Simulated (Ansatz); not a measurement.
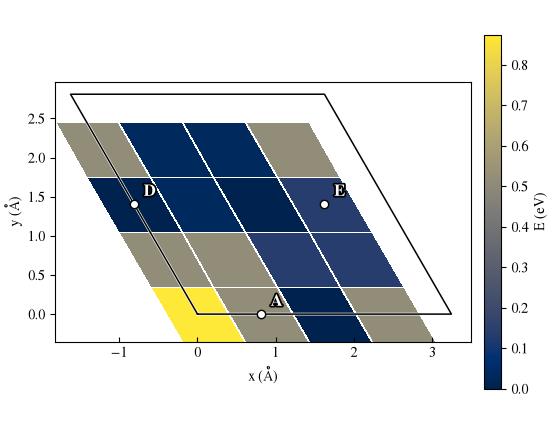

Si on a ZrN(111) slab cut from the Fm-3m phase (6 atoms of substrate and one adsorbate in a 1 × 1 cell). One Si atom a 1 × 1 cell is placed over a mesh of places on the rigid (1 1 1) surface, and only its height is relaxed. Places are given modulo a cell vector. The map is drawn in real space over the plane of the surface. Grid: 4 × 4 points. Energies are in eV, from the lowest grid point. This mesh misses the points at thirds of the hexagonal cell. With one adsorbate in each 1 × 1 cell, its nearest image is 3.2 Å away, so neighbouring adsorbates interact. Level of theory: DFT r2SCAN, scalar-relativistic, plane waves, PAW (Ansatz 0.2.0).

In the figure: one coloured cell a grid point, the outline of one cell of the plane, lettered points.

Question: Is E the lowest point of the computed grid?

Answer: No. E lies 0.134 eV above the lowest grid point, which is at a bridge site between two Zr atoms, (0/4, 2/4) of the cell vectors.

Question: Rank the lettered points by energy, lowest first.

Answer: D (0.000 eV), E (0.134 eV), A (0.517 eV).
